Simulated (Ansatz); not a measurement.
**Single-point calculation, with input and output: Sn4O7 (part 2 of 2)**

Sn4O7 (slab, 22 atoms in the cell); DFT PBEsol, scalar-relativistic, plane waves, PAW, no spin polarisation (Ansatz 0.2.0); cutoff 420 eV, 8×4×1 k-mesh, Gaussian smearing of 0.05 eV. The structure derives from an entry of the Crystallography Open Database. It belongs to a series of runs on one base structure; here: (1 1 0) slab cut from the bulk.

Geometry of the input (Å; fractional positions):
```
3.2121  0.0000  0.0000
0.0000  6.7443  0.0000
0.0000  0.0000  25.1165
Sn 0.0000  0.5000  0.2986
Sn 0.5000  0.0000  0.2986
O  0.5000  0.3063  0.2986
O  0.5000  0.6937  0.2986
O  0.0000  0.0000  0.3506
O  0.0000  0.5000  0.3809
Sn 0.0000  0.0000  0.4329
Sn 0.5000  0.5000  0.4329
O  0.5000  0.8063  0.4329
O  0.5000  0.1937  0.4329
O  0.0000  0.5000  0.4849
O  0.0000  0.0000  0.5151
Sn 0.0000  0.5000  0.5671
Sn 0.5000  0.0000  0.5671
O  0.5000  0.3063  0.5671
O  0.5000  0.6937  0.5671
O  0.0000  0.0000  0.6191
O  0.0000  0.5000  0.6494
Sn 0.0000  0.0000  0.7014
Sn 0.5000  0.5000  0.7014
O  0.5000  0.8063  0.7014
O  0.5000  0.1937  0.7014
```

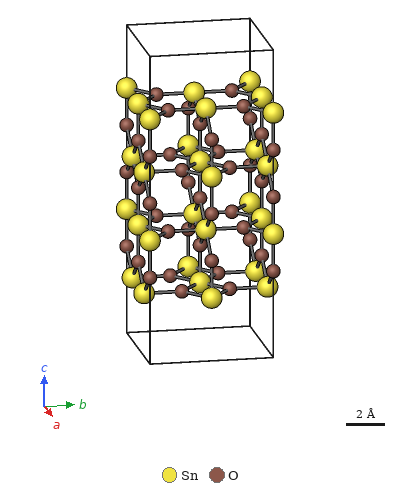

Figure 1. The structure (ball-and-stick view of the 2 × 1 repeat of the cell, with the vacuum cut short, seen slightly off an axis). An atom can appear more than once, as a periodic image.

What the program printed, continued:
```
SCF iter   1: F=—  HF=-55446.957117 eV  |F-HF|=—  |Δ(HF+E_count)|=         —  Δρ=1.12e-2  dr2=5.84e-1  ethr=1.77e-3  p=0.000 e·Å  D=1.28e-13 V/Å  ΔV_dip=-0.00 eV  dr2_dipole=3.86e-10  V_vac-E_F(+/−)=3.62/3.62 eV  ⟨swp⟩=6.7  Hψ=7429  notcnv=0  defer=162
efield: sawtooth ramp at fractional position 0.9800 (placed from the atoms, in the widest stretch of the axis that holds none; the zero of the levels goes with the place), width 0.0400; the density the first Hamiltonian is built on has a dipole p = 0.000 e·Å; the dipole correction subtracts the counter field D = 1.28e-13 V/Å, which shifts the + side's vacuum level by -0.00 eV against the − side's; the planar-averaged density in the ramp window peaks in size at 9.7e-6 e/Å³
preconditioner: auto → Resta (q_TF=auto, 2.301 Å⁻¹)  ε∞=2.5  [insulator: Δε(μ)=0.193 eV  Ē_g=18.247 eV  σ=0.050 eV  W_gap=0.99  n_scr=120 (ndim 8)  ℏωp=22.3 eV  f_vac=0.458  D(μ)=0.13/eV (n_scr^D=0)  ε∞_Penn≈2.5  vacuum switching on, ρ_ref=2.4e-2 e/Å³]
SCF iter   2: F=—  HF=-55446.826562 eV  |F-HF|=—  |Δ(HF+E_count)|=   1.31e-1  Δρ=3.64e-3  dr2=5.80e-2  ethr=2.98e-4  p=-0.000 e·Å  D=-3.20e-6 V/Å  ΔV_dip=0.00 eV  dr2_dipole=4.55e-9  V_vac-E_F(+/−)=3.84/3.84 eV  ⟨swp⟩=2.3  Hψ=2911  notcnv=0  defer=237
SCF iter   3: F=—  HF=-55446.814377 eV  |F-HF|=—  |Δ(HF+E_count)|=   1.22e-2  Δρ=1.02e-3  dr2=4.01e-3  ethr=2.96e-5  p=0.000 e·Å  D=5.79e-6 V/Å  ΔV_dip=-0.00 eV  dr2_dipole=3.30e-9  V_vac-E_F(+/−)=3.77/3.77 eV  ⟨swp⟩=2.0  Hψ=2424  notcnv=0  defer=237
SCF iter   4: F=—  HF=-55446.814922 eV  |F-HF|=—  |Δ(HF+E_count)|=   5.45e-4  Δρ=4.63e-4  dr2=8.71e-4  ethr=2.05e-6  p=-0.000 e·Å  D=-1.27e-5 V/Å  ΔV_dip=0.00 eV  dr2_dipole=9.39e-9  V_vac-E_F(+/−)=3.78/3.78 eV  ⟨swp⟩=2.0  Hψ=3049  notcnv=0  defer=237
SCF iter   5: F=—  HF=-55446.814936 eV  |F-HF|=—  |Δ(HF+E_count)|=   1.35e-5  Δρ=1.55e-4  dr2=1.05e-4  ethr=4.44e-7  p=0.000 e·Å  D=2.77e-6 V/Å  ΔV_dip=-0.00 eV  dr2_dipole=1.81e-10  V_vac-E_F(+/−)=3.78/3.78 eV  ⟨swp⟩=2.0  Hψ=2360  notcnv=0  defer=237
SCF iter   6: F=—  HF=-55446.814970 eV  |F-HF|=—  |Δ(HF+E_count)|=   3.44e-5  Δρ=4.65e-5  dr2=1.07e-5  ethr=5.34e-8  p=0.000 e·Å  D=2.00e-6 V/Å  ΔV_dip=-0.00 eV  dr2_dipole=3.42e-10  V_vac-E_F(+/−)=3.77/3.77 eV  ⟨swp⟩=2.3  Hψ=2528  notcnv=0  defer=237
SCF iter   7: F=—  HF=-55446.814734 eV  |F-HF|=—  |Δ(HF+E_count)|=   2.36e-4  Δρ=1.87e-5  dr2=1.51e-6  ethr=5.46e-9  p=-0.000 e·Å  D=-1.25e-6 V/Å  ΔV_dip=0.00 eV  dr2_dipole=1.42e-10  V_vac-E_F(+/−)=3.77/3.77 eV  ⟨swp⟩=2.1  Hψ=2780  notcnv=0  defer=237
SCF iter   8: F=—  HF=-55446.814735 eV  |F-HF|=—  |Δ(HF+E_count)|=   7.42e-7  Δρ=1.02e-5  dr2=4.64e-7  ethr=7.68e-10  p=0.000 e·Å  D=1.17e-6 V/Å  ΔV_dip=-0.00 eV  dr2_dipole=1.17e-10  V_vac-E_F(+/−)=3.77/3.77 eV  ⟨swp⟩=2.7  Hψ=3403  notcnv=0  defer=237
SCF iter   9: F=-55446.814735 eV  HF=-55446.814735 eV  |F-HF|=7.31e-9  |Δ(HF+E_count)|=   1.52e-7  Δρ=2.52e-6  dr2=3.13e-8  ethr=5.10e-11  p=-0.000 e·Å  D=-3.25e-7 V/Å  ΔV_dip=0.00 eV  dr2_dipole=1.13e-11  V_vac-E_F(+/−)=3.77/3.77 eV  ⟨swp⟩=21.4  Hψ=17557  notcnv=0
SCF 1 converged in 9 iterations: F = -55446.814735 eV  dr2 = 3.13e-8
  greatest PAW one-centre occupation: 0.996 electrons in one spin orbital (limit 2), on the Sn atom at site 13 (counted from 0), in its partial waves of l = 2
WARN: The output density's exchange-correlation potential varies sharply where the density is thin. Do not read a vacuum level from v_tot or v_xc, or from such a field of the output density. On a cell that repeats whose density bears no net charge and no dipole along the vacuum's axis use v_es (v_loc + v_h of the components); under efield.dipole_correction with no amplitude use v_es + v_field, which holds any external_charges[].barrier, or the levels of the report's work_function block, which leave it out; under a non-zero efield.amplitude the vacuum is tilted and has no level; on a cell that repeats and bears such a dipole with no correction it is tilted too, and efield.dipole_correction with no amplitude gives each side of its ramp a level where efield: is served; in a cell that repeats whose density bears a net charge (total_charge, or a fill off its count) it is curved and has none; of a slab under crystal.periodic whose density bears no net charge use v_es, which has a level on each side, short of where the two are joined; of another it falls or rises all the way out and has none; of a slab beside external_charges read slab_vacuum_level instead, which it has where they leave it neutral. The grid or the basis barely resolves most such structure, and the values can differ between equally converged runs; as a rule a tighter scf.convergence.dr2_threshold does not remove it. Where the density itself ripples (under the LDA too) a higher basis.ecutwfc lessens it. The files hold the spikes' plane waves up to the density's cutoff. Files: v_tot_of_output_density and the like, and their columns of v_z.tsv (output.write_potential); v_xc_of_output_density and the like, and their columns of v_comp_z.tsv (output.write_potential_components). Measured: with its Gaussian average of σ = 0.25 Å subtracted twice, the exchange-correlation potential is over 0.1 eV at 682 of the grid points where the equally averaged density (valence and model cores) is under 1e-3 e/Å³, and 0.412 eV at the most among them, at an averaged density of 1.0e-7 e/Å³. See output.write_potential in the manual, Limitations
SCF converged after 9 iterations
Free energy (F): -55446.814735 eV
Harris-Foulkes:  -55446.814735 eV  (|F-HF|=7.31e-9)
Internal energy: -55446.814577 eV  (E = F + TS)
E sigma→0 (E₀):  -55446.814656 eV
Entropy (-TS):   -0.000158 eV (-0.007 meV/atom)
Fermi energy:    4.016635 eV
Dipole field:    D = 0.000002 V/Å  (p = 0.000007 e·Å, saw-weighted, corrected)
Work function:   Φ+ = 3.7744 eV   Φ− = 3.7744 eV
Levels:          The Fermi level and band energies are counted from a zero that moves with the ramp; work functions are not
--- Per-component energies (eV) ---
  E_band       = -1948.340450
  E_kinetic    = 3967.171424
  E_local      = -178592.006216  (includes V_loc(G=0)·N_el)
  E_nonlocal   = 453.706316
  E_hartree    = 88866.361511
  E_xc         = -4036.138781
  E_vxc        = -2066.664590  (∫ρ·V_xc dr)
  E_paw        = -34722.953958  (= ΣΔE_a)
  E_vpaw       = -3443.312859  (= ΣTr[D̂ρ^β])
  E_aug_tail   = 0.034479  (compensation charges beyond the density's cutoff)
  E_efield     = 0.000000  (sawtooth field / dipole correction)
  E_vefield    = 0.000000  (∫n·V_field dr)
  E_ewald      = 68614.237901
  E_core_change = 2.772749  (= ΣΔE_core)
  E_smearing   = -0.000158  (= −TS)
  E_closure    = -0.000000  (closes the sum)
  Σ components = -55446.814735   (vs F -55446.814735, Δ=0.00e0)
--- Forces (eV/Å), atoms counted from 1 ---
  atom   1  Sn     0.00000000     0.00000000     1.69077962
  atom   2  Sn    -0.00000000     0.00000000    -0.39351122
  atom   3  O     -0.00000000     1.16011253    -0.73125152
  atom   4  O     -0.00000000    -1.16011253    -0.73125152
  atom   5  O      0.00000000     0.00000000     0.09639508
  atom   6  O     -0.00000000     0.00000000    -0.22665655
  atom   7  Sn     0.00000000     0.00000000     0.19958240
  atom   8  Sn     0.00000000     0.00000000     0.20368433
  atom   9  O     -0.00000000    -0.04778835    -0.05126597
  atom  10  O     -0.00000000     0.04778835    -0.05126597
  atom  11  O     -0.00000000     0.00000000    -0.00379399
  atom  12  O      0.00000000     0.00000000     0.00379216
  atom  13  Sn    -0.00000000     0.00000000    -0.19957718
  atom  14  Sn    -0.00000000     0.00000000    -0.20367875
  atom  15  O      0.00000000    -0.04778808     0.05126395
  atom  16  O      0.00000000     0.04778808     0.05126395
  atom  17  O      0.00000000     0.00000000     0.22664955
  atom  18  O     -0.00000000     0.00000000    -0.09640122
  atom  19  Sn    -0.00000000     0.00000000    -1.69077615
  atom  20  Sn     0.00000000     0.00000000     0.39351429
  atom  21  O      0.00000000     1.16011166     0.73125099
  atom  22  O      0.00000000    -1.16011166     0.73125099
  max |Σ_I F_I| component: 2.73e-6 eV/Å
--- Stress (GPa, compression-positive) ---
        1.504560      -0.000000       0.000000
       -0.000000       5.280217      -0.000000
        0.000000      -0.000000       0.378288
  P = ⅓ Tr σ = 2.3877 GPa (23.877 kbar)
--- Band table (eV; the first three rows and the last of 15) ---
  k-point 0: bands = ["-19.1274", "-19.1244", "-18.8657", "-18.7430", "-18.5942", "-18.4010", "-18.3747", "-18.3747", "-18.3463", "-18.3100", "-18.2955", "-18.2955", "-18.2259", "-18.2259", "-18.0692", "-18.0682", "-17.9456", "-17.9396", "-17.9384", "-17.9365", "-17.9170", "-17.9157", "-17.9042", "-17.8592", "-17.7973", "-17.7765", "-17.7426", "-17.7292", "-17.7069", "-17.7063", "-17.6912", "-17.6907", "-17.5425", "-17.5424", "-17.4590", "-17.4590", "-17.3824", "-17.3824", "-17.3675", "-17.3675", "-16.6676", "-16.4400", "-15.9013", "-15.4646", "-15.4644", "-15.1359", "-14.9834", "-14.9830", "-14.9703", "-14.9100", "-14.9014", "-14.3801", "-13.6994", "-13.2779", "-6.0826", "-5.7878", "-4.9838", "-4.0062", "-3.4068", "-3.1124", "-2.4830", "-1.9910", "-1.9902", "-1.9577", "-1.8742", "-1.8561", "-1.8394", "-1.7376", "-1.5686", "-1.4654", "-1.1389", "-0.9439", "-0.9426", "-0.7914", "-0.6686", "-0.4179", "-0.2036", "0.0117", "0.0414", "0.0634", "0.1576", "0.2169", "0.2169", "0.2404", "0.2860", "0.6445", "0.6950", "0.7642", "0.7680", "0.7956", "0.8033", "1.1280", "1.1528", "1.2834", "1.4471", "1.4733", "1.8708", "2.0429", "4.1293", "4.1663", "4.3307", "5.7655", "6.7231", "6.7521", "7.0266", "7.0844", "7.1215", "7.3109", "7.8027", "7.9606", "8.3062", "8.4899", "8.5454", "9.0392", "9.0826", "9.1100", "9.8969", "10.3019", "10.3731", "10.5037"]
  k-point 1: bands = ["-19.0935", "-19.0908", "-18.8148", "-18.6763", "-18.6232", "-18.4245", "-18.3737", "-18.3737", "-18.3454", "-18.3251", "-18.2954", "-18.2954", "-18.2259", "-18.2259", "-18.1091", "-18.1054", "-17.9528", "-17.9475", "-17.9394", "-17.9386", "-17.9119", "-17.9109", "-17.9101", "-17.8890", "-17.7914", "-17.7741", "-17.7463", "-17.7344", "-17.7122", "-17.7117", "-17.6912", "-17.6908", "-17.5454", "-17.5453", "-17.4590", "-17.4590", "-17.3838", "-17.3838", "-17.3679", "-17.3679", "-16.5846", "-16.3876", "-15.9174", "-15.8059", "-15.7220", "-15.4976", "-15.1247", "-15.1197", "-14.7387", "-14.4296", "-14.3962", "-14.2276", "-13.7562", "-13.3486", "-5.8580", "-5.5643", "-4.8012", "-4.1483", "-3.8643", "-3.8518", "-3.2616", "-2.6733", "-1.8946", "-1.7563", "-1.7349", "-1.6572", "-1.5037", "-1.3846", "-1.3602", "-1.1520", "-1.0582", "-0.9304", "-0.7924", "-0.7572", "-0.5792", "-0.4605", "-0.1763", "-0.1417", "-0.0955", "-0.0586", "0.0362", "0.1575", "0.3211", "0.3722", "0.3792", "0.5403", "0.5925", "0.6495", "0.7660", "0.7885", "0.8159", "0.8486", "1.2639", "1.2884", "1.3885", "1.7328", "2.2521", "2.3720", "3.9102", "3.9239", "4.6855", "5.9718", "6.4497", "6.8607", "7.1501", "7.2187", "7.4173", "7.4486", "7.8720", "7.9563", "8.3474", "8.5429", "8.6456", "8.9201", "8.9616", "9.0747", "9.4142", "9.4528", "10.0355", "10.3687"]
  k-point 2: bands = ["-19.0552", "-19.0552", "-18.7069", "-18.7069", "-18.5283", "-18.5283", "-18.3727", "-18.3727", "-18.3393", "-18.3393", "-18.2954", "-18.2954", "-18.2259", "-18.2259", "-18.1601", "-18.1601", "-17.9601", "-17.9601", "-17.9390", "-17.9390", "-17.9109", "-17.9109", "-17.9061", "-17.9061", "-17.7785", "-17.7785", "-17.7449", "-17.7449", "-17.7175", "-17.7175", "-17.6910", "-17.6910", "-17.5479", "-17.5479", "-17.4590", "-17.4590", "-17.3851", "-17.3851", "-17.3683", "-17.3682", "-16.3331", "-16.3331", "-16.1458", "-16.1458", "-15.7327", "-15.7327", "-15.1268", "-15.1268", "-14.5036", "-14.5036", "-13.9793", "-13.9793", "-13.6446", "-13.6446", "-5.1894", "-5.1894", "-4.8767", "-4.8767", "-4.2088", "-4.2088", "-3.4033", "-3.4033", "-1.7847", "-1.7847", "-1.5820", "-1.5820", "-1.2253", "-1.2253", "-1.2081", "-1.2081", "-0.8206", "-0.8206", "-0.6301", "-0.6301", "-0.5045", "-0.5045", "-0.3231", "-0.3231", "-0.1805", "-0.1805", "0.0697", "0.0697", "0.2448", "0.2448", "0.4479", "0.4479", "0.6069", "0.6070", "0.7775", "0.7775", "0.8700", "0.8700", "1.3322", "1.3322", "1.4943", "1.4943", "2.9654", "2.9654", "3.4244", "3.4245", "5.5841", "5.5841", "6.5074", "6.5074", "7.4810", "7.4810", "7.6939", "7.6939", "7.9830", "7.9830", "8.5185", "8.5185", "8.6748", "8.6748", "8.8262", "8.8262", "9.2188", "9.2188", "9.7851", "9.7851"]
  k-point 14: bands = ["-19.2506", "-19.2506", "-18.8590", "-18.8590", "-18.8565", "-18.8565", "-18.4776", "-18.4776", "-18.3210", "-18.3210", "-18.2877", "-18.2877", "-18.2717", "-18.2717", "-18.1372", "-18.1372", "-17.9468", "-17.9468", "-17.8521", "-17.8521", "-17.7981", "-17.7981", "-17.7936", "-17.7936", "-17.7513", "-17.7513", "-17.7294", "-17.7294", "-17.7106", "-17.7106", "-17.7011", "-17.7011", "-17.6737", "-17.6737", "-17.4733", "-17.4733", "-17.3543", "-17.3543", "-17.3236", "-17.3236", "-15.8119", "-15.8119", "-15.2869", "-15.2869", "-15.1652", "-15.1652", "-14.1635", "-14.1635", "-13.6576", "-13.6576", "-13.4066", "-13.4066", "-13.2529", "-13.2529", "-5.6060", "-5.6060", "-5.1625", "-5.1625", "-4.9189", "-4.9189", "-4.3388", "-4.3388", "-3.6427", "-3.6427", "-3.2904", "-3.2904", "-3.2104", "-3.2104", "-2.8865", "-2.8865", "-2.3943", "-2.3943", "-2.0054", "-2.0054", "-1.0851", "-1.0851", "-0.6210", "-0.6210", "0.0460", "0.0460", "0.1698", "0.1698", "0.5015", "0.5016", "0.6775", "0.6775", "0.7692", "0.7692", "0.8295", "0.8295", "0.9261", "0.9261", "0.9995", "0.9995", "1.2189", "1.2189", "4.7568", "4.7568", "4.9433", "4.9433", "5.6726", "5.6726", "7.8927", "7.8927", "8.0323", "8.0323", "8.7186", "8.7186", "8.9883", "8.9883", "9.6964", "9.6964", "10.4304", "10.4304", "10.6039", "10.6039", "11.3235", "11.3235", "11.4512", "11.4512"]
```

Key numbers:

| quantity | value |
| --- | --- |
| outcome | converged |
| electrons treated | 196 |
| free energy | −55446.8147 eV |
| work function, top face | 3.77 eV |
| work function, bottom face | 3.77 eV |
| Fermi energy | 4.017 eV |
| gap on the k-point mesh | none (metallic) |
| work function (upper face) | 3.77 eV |
| largest force (length of the vector) | 1.691 eV/Å |
| hardware | 2 threads of AMD EPYC (Zen 5), 16 GiB of memory available, shared host |
| wall time | 24 s (CPU time 48 s) |
| peak memory | 1.5 GiB |

Remarks:

The program warns: the exchange-correlation potential is rough where the density is thin.
